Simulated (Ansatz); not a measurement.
# Co: geometry relaxation (part 2 of 2)

Co (2 atoms in the cell); DFT PBE, scalar-relativistic, plane waves, PAW, spin-polarised (Ansatz 0.2.0); cutoff 420 eV, 18×18×10 k-mesh, Gaussian smearing of 0.1 eV, collinear spins. The structure derives from an entry of the Crystallography Open Database.

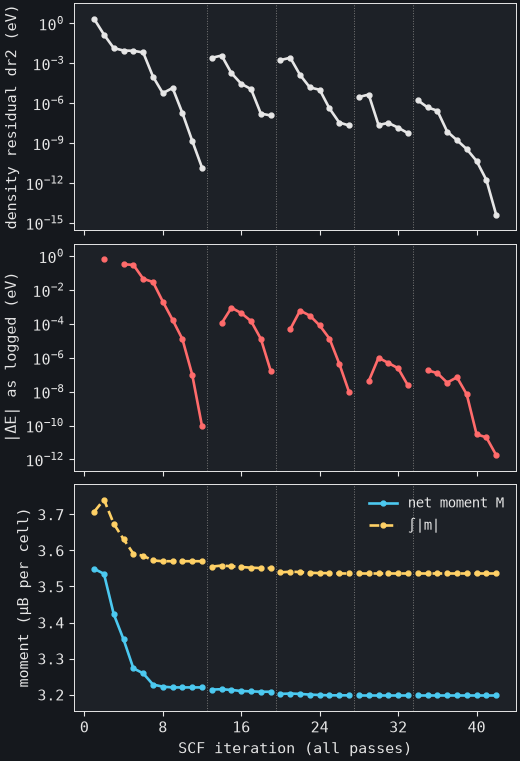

*Convergence of the self-consistent field: density residual dr2, size of the energy change and magnetic moment against the SCF iteration. The dotted lines part the SCF passes of the relaxation: geometry steps, rejected trials and re-solves on a re-selected basis.*

The 5 passes take 6 to 12 iterations each, 42 in all. The net moment goes from 3.5 to 3.2 μB per cell.

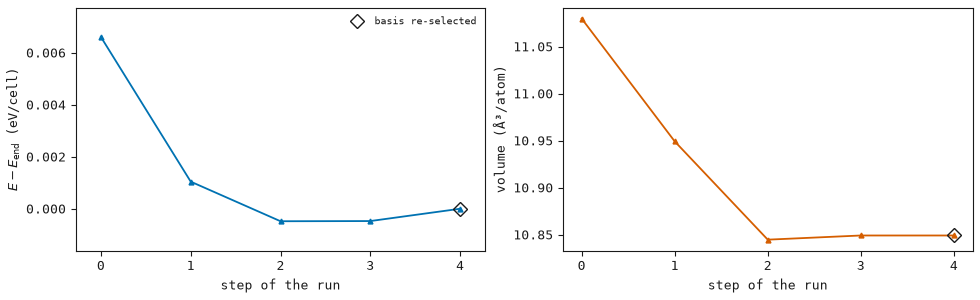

*Progress of the relaxation, step by step (the first geometry is step 0 here and step 1 in the log).*

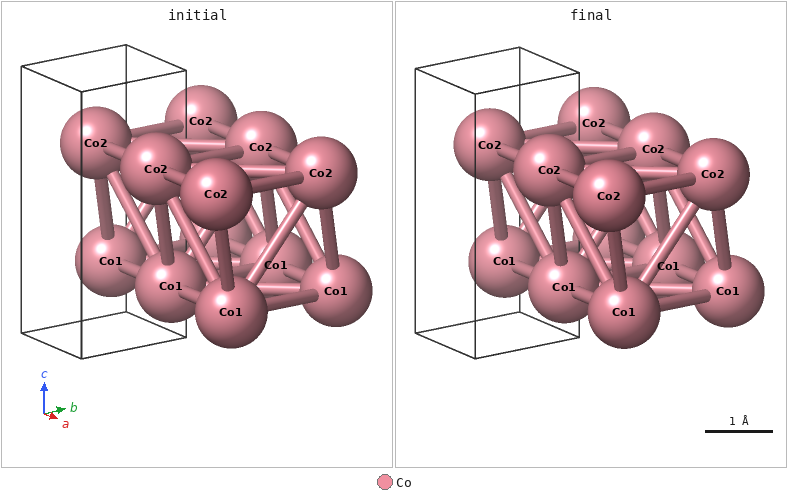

*Before (left) and after (right) the relaxation, at one scale (ball-and-stick view of the cell of the calculation, repeated 3 × 2 × 1, seen slightly off an axis).*

The energy falls by 7.1 meV per cell of the calculation in 3 geometry steps. All forces vanish by symmetry, so only the cell relaxes. Pressure: −4.40 GPa at the start and −0.02 GPa at the end. The atoms keep their places relative to the cell (all moves are under 0.005 Å). The volume changes by −2.1 %, with a = b 2.507 → 2.492 Å (−0.6 %), c 4.070 → 4.034 Å (−0.9 %). Among the contacts that change: Co1–Co2 2.497 → 2.478 Å, Co1–Co1 2.507 → 2.492 Å. The space group stays P6_3/mmc (No. 194). A last SCF at the same geometry on a re-selected plane-wave basis shifts the energy by +0.5 meV per cell of the calculation. (Atoms are counted from 1 in the order of the input.)

```
basis re-selected at this cell: Δ(F+E_penalty+E_count) = +4.730e-4 eV, ΔP = -0.023 GPa vs the last step (what re-selecting the basis moved, of the pressure what is left beyond the Pulay correction that the steps carried, after the strain that the cell walked since its last selection, with what the two solves' SCF thresholds leave and, on support functions, any second-order correction that the steps lacked; it is no measure of the basis error at this ecutwfc). The dense FFT grid was sized anew with the basis: this SCF ran on 18×18×27 points, the steps before it on 18×18×30, so part of this shift can come from that change (see relax.cell in the input reference). This SCF's stress stands 3.82e-2 GPa from its target on what of the cell is left free (relax.cell.stress_tol is 5.00e-2 GPa) and its largest allowed force component is 9.25e-18 eV/Å (relax.f_tol is 5.00e-3 eV/Å): within both
SCF converged after 9 iterations
Magnetization: 3.1984 μB (18.5992 up, 15.4008 down)
Absolute magnetization: 3.5383 μB (∫|ρ↑−ρ↓|, with the PAW one-centre terms)
Spin contamination: 0.0574 ħ² per cell (⟨S²⟩ above its minimum at these occupations)
Per-site moments (μB) at R_I (Å): [(1.6769670428918988, 1.0219788373488417), (1.676967042891899, 1.0219788373488417)]
Free energy (F): -10252.309177 eV
Harris-Foulkes:  -10252.309177 eV  (|F-HF|=3.64e-12)
Internal energy: -10252.301073 eV  (E = F + TS)
E sigma→0 (E₀):  -10252.305125 eV
Entropy (-TS):   -0.008103 eV (-4.052 meV/atom)
Fermi energy:    18.701690 eV
--- Per-component energies (eV) ---
  E_band       = -487.763495
  E_kinetic    = 907.313896
  E_local      = -5664.765313  (includes V_loc(G=0)·N_el)
  E_nonlocal   = 908.190507
  E_hartree    = 2374.436241
  E_xc         = -318.033904
  E_vxc        = -410.405001  (∫ρ·V_xc dr)
  E_paw        = -3030.264574  (= ΣΔE_a)
  E_vpaw       = -976.970229  (= ΣTr[D̂ρ^β])
  E_aug_tail   = 0.000161  (compensation charges beyond the density's cutoff)
  E_ewald      = -5429.178088
  E_smearing   = -0.008103  (= −TS)
  E_closure    = -0.000000  (closes the sum)
  Σ components = -10252.309177   (vs F -10252.309177, Δ=0.00e0)
--- Forces (eV/Å), atoms counted from 1 ---
  atom   1  Co    -0.00000000     0.00000000     0.00000000
  atom   2  Co     0.00000000    -0.00000000     0.00000000
  max |Σ_I F_I| component: 4.63e-18 eV/Å
--- Stress (GPa, compression-positive) ---
       -0.012916       0.000000       0.000000
        0.000000      -0.012916       0.000000
        0.000000       0.000000      -0.038178
  P = ⅓ Tr σ = -0.0213 GPa (-0.213 kbar)
--- Band table (eV; the first three rows and the last of 444) ---
  k-point 0 ↑: bands = ["-77.3657", "-77.3087", "-40.7631", "-40.4820", "-40.4820", "-40.4342", "-40.4342", "-40.4337", "9.6762", "13.5160", "16.0753", "16.0985", "16.0985", "16.4134", "16.4134", "16.7641", "16.7641", "17.8741", "17.8741", "18.5137", "24.9885", "40.4794", "42.8863"]
  k-point 1 ↑: bands = ["-77.3643", "-77.3101", "-40.7551", "-40.4808", "-40.4808", "-40.4419", "-40.4354", "-40.4354", "9.7774", "13.4947", "16.0488", "16.0696", "16.0696", "16.3853", "16.3853", "16.8292", "16.8292", "17.8691", "17.8691", "18.1063", "25.5945", "40.4452", "42.9730"]
  k-point 2 ↑: bands = ["-77.3603", "-77.3141", "-40.7320", "-40.4774", "-40.4774", "-40.4656", "-40.4388", "-40.4388", "10.0765", "13.4007", "15.9752", "16.0161", "16.0161", "16.3103", "16.3103", "16.9874", "16.9874", "17.2398", "17.8474", "17.8474", "27.0832", "40.1620", "41.2672"]
  k-point 221 ↓: bands = ["-75.2423", "-75.2423", "-38.7000", "-38.7000", "-38.6277", "-38.6277", "-38.4813", "-38.4813", "16.0747", "16.0747", "16.1520", "16.1520", "16.9255", "16.9255", "18.5198", "18.5198", "19.7972", "19.7972", "24.9766", "24.9766", "26.6718", "26.6718", "28.8397"]
--- Relaxed structure (4 steps of the walk, 4 accepted, 1 SCFs on fresh bases) ---
  F+E_penalty+E_count = -10252.30917670 eV   max|allowed force component| = 9.252e-18 eV/Å   (the final SCF, on the basis selected at the relaxed cell)
  cell:  # Å, volume = 21.6982 Å³
    - [2.4922744457125043, 0.0, 0.0]
    - [-1.2461372228562522, 2.1583729831898095, 0.0]
    - [0.0, 0.0, 4.033683238334157]
  atoms:
    - { symbol: Co, position: [0.33333333333333326, 0.6666666666666665, 0.24999999999999997] }
    - { symbol: Co, position: [0.6666666666666665, 0.33333333333333326, 0.7499999999999998] }
--- Löwdin populations: 2 sites ---
  site symbol       q [e]    m [muB]
     0     Co     16.7813     1.6655
     1     Co     16.7813     1.6655
  spilling = 0.012867 (of n_electrons = 34.000000)
```

Trajectory as extended XYZ (Å, eV, eV/Å), 5 frames, from step=1 to step=5
```
2
Lattice="2.5074 0.0000 0.0000 -1.2537 2.1715 0.0000 0.0000 0.0000 4.0699" Properties=species:S:1:pos:R:3:forces:R:3 step=1 energy=-10252.30257 pressure_GPa=-4.40
Co    0.0000    1.4476    1.0175    0.0000   0.0000   0.0000
Co    1.2537    0.7238    3.0524    0.0000   0.0000   0.0000
2
Lattice="2.4983 0.0000 0.0000 -1.2492 2.1636 0.0000 0.0000 0.0000 4.0512" Properties=species:S:1:pos:R:3:forces:R:3 step=2 energy=-10252.30813 pressure_GPa=-1.97
Co    0.0000    1.4424    1.0128    0.0000   0.0000   0.0000
Co    1.2492    0.7212    3.0384    0.0000   0.0000   0.0000
2
Lattice="2.4918 0.0000 0.0000 -1.2459 2.1580 0.0000 0.0000 0.0000 4.0335" Properties=species:S:1:pos:R:3:forces:R:3 step=3 energy=-10252.30966 pressure_GPa=0.09
Co    0.0000    1.4386    1.0084    0.0000   0.0000   0.0000
Co    1.2459    0.7193    3.0252    0.0000   0.0000   0.0000
2
Lattice="2.4923 0.0000 0.0000 -1.2461 2.1584 0.0000 0.0000 0.0000 4.0337" Properties=species:S:1:pos:R:3:forces:R:3 step=4 energy=-10252.30965 pressure_GPa=0.00
Co    0.0000    1.4389    1.0084    0.0000   0.0000   0.0000
Co    1.2461    0.7195    3.0253    0.0000   0.0000   0.0000
2
Lattice="2.4923 0.0000 0.0000 -1.2461 2.1584 0.0000 0.0000 0.0000 4.0337" Properties=species:S:1:pos:R:3:forces:R:3 step=5 energy=-10252.30918 pressure_GPa=-0.02
Co    0.0000    1.4389    1.0084    0.0000   0.0000   0.0000
Co    1.2461    0.7195    3.0253    0.0000   0.0000   0.0000
```

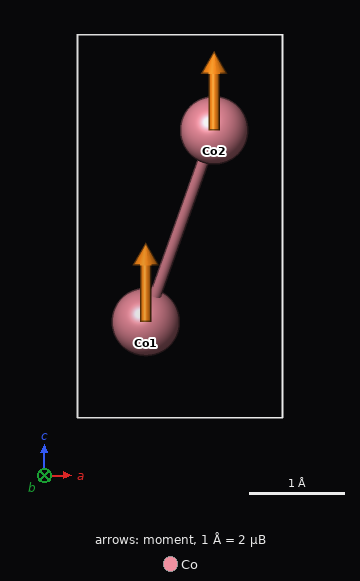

*Magnetic moments of the sites as orange arrows (ball-and-stick view of the cell of the calculation, along the b axis; atoms are numbered from 1 in the order of the input); small moments hardly show. The run is collinear, so the axis drawn is arbitrary.*

Site moments: Co1, Co2 (1.68 μB). They are counted near the atoms and needn't add up to the moment of the cell.

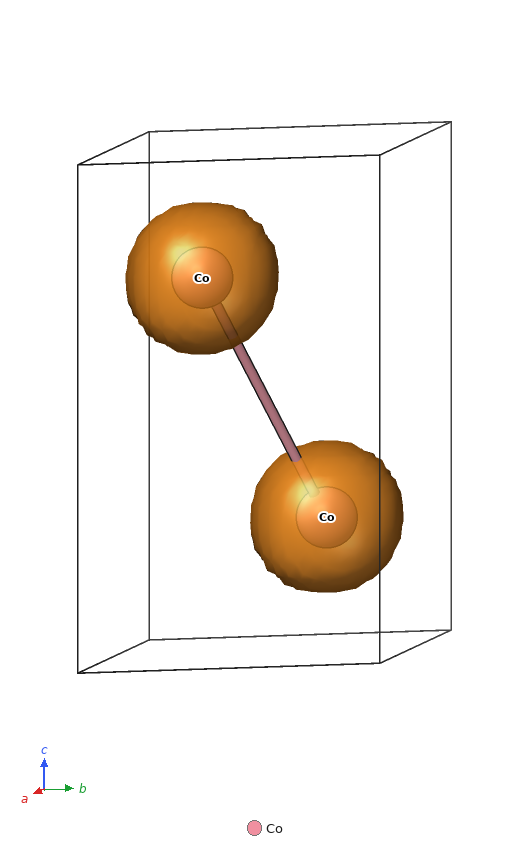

*Isosurface of the spin density (up minus down) at +0.4 e/Å³ (orange), seen slightly off an axis. Sticks mark near contacts. The outline is the cell set on symmetry axes.*

The cell of the calculation (2 atoms) carries 3.2 μB net. In a PAW calculation such maps are meaningful between the atoms, not at the nuclei.

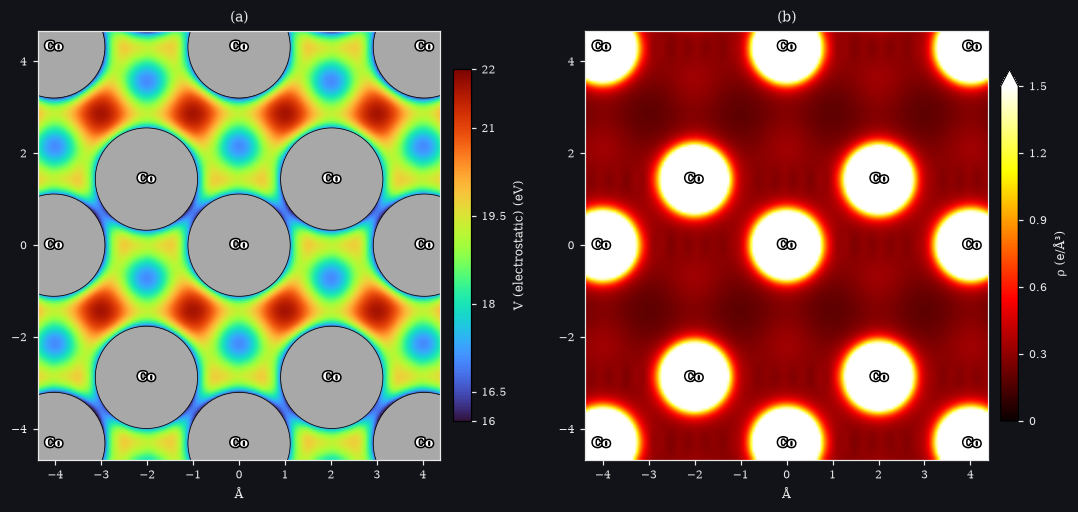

*(a) electrostatic potential (local pseudopotential plus Hartree) felt by an electron; (b) valence electron density on the (110) plane of the conventional cell. Grey discs, where drawn, cover atomic cores.*

Atoms in the plane: Co. Co–Co (2.48 Å): ρ at the midpoint is about 0.35 e/Å³. Away from the nuclei the density in this plane falls to 0.19 e/Å³ at its lowest. Outside the cores the potential energy rises away from the atoms and is highest about 1.7 Å from the nearest atoms; outside the discs it spans about 5 eV, and its zero is arbitrary.

This output came from the following input.

The input
```yaml
crystal:
  lattice:
    - [2.5074, 0.0, 0.0]
    - [-1.2537, 2.1714720974, 0.0]
    - [0.0, 0.0, 4.0699]
  atoms:
    - { symbol: Co, position: [0.3333333333, 0.6666666667, 0.25], spin: 1.93 }
    - { symbol: Co, position: [0.6666666667, 0.3333333333, 0.75], spin: 1.93 }
basis:
  ecutwfc: 420
kpoints:
  mp_grid: { grid: [18, 18, 10] }
hamiltonian:
  xc: pbe
scf:
  occupations: { method: gaussian, width: 0.1 }
output:
  forces: true
  stress: true
  eigenvalues: true
  populations: true
  write_density: true
  write_potential: true
  elf: true
  volumetric_format: npy
magnetization:
  spin_polarized: true
relax:
  adjacent_minimum: "off"
  f_tol: 0.005
  max_steps: 80
  cell: { stress_tol: 0.05 }
```

Command:
```bash
ansatz run input.yaml --threads 4 --pin off --max-ram 11264MiB --backend cpu --events-out ev --progress --plain --runs-dir out
```

Summary

| quantity | value |
| --- | --- |
| outcome | converged |
| space group (tolerance 0.01 Å) | P6₃/mmc (194) |
| electrons treated | 34 |
| free energy | −10252.3092 eV |
| Fermi energy | 18.702 eV |
| gap on the k-point mesh | none (metallic) |
| net moment of the cell | 3.20 μB |
| integrated absolute moment | 3.54 μB |
| pressure | −0.02 GPa |
| final volume | 21.70 Å³ |
| largest force (length of the vector) at the end | under 0.001 eV/Å |
| final cell | a = 2.492 Å, b = 2.492 Å, c = 4.034 Å, α = 90.00°, β = 90.00°, γ = 120.00° |
| hardware | 4 threads of Intel Xeon (Granite Rapids), 32 GiB of memory available, shared host |
| wall time | 11 s (CPU time 40 s) |
| peak memory | 0.53 GiB |
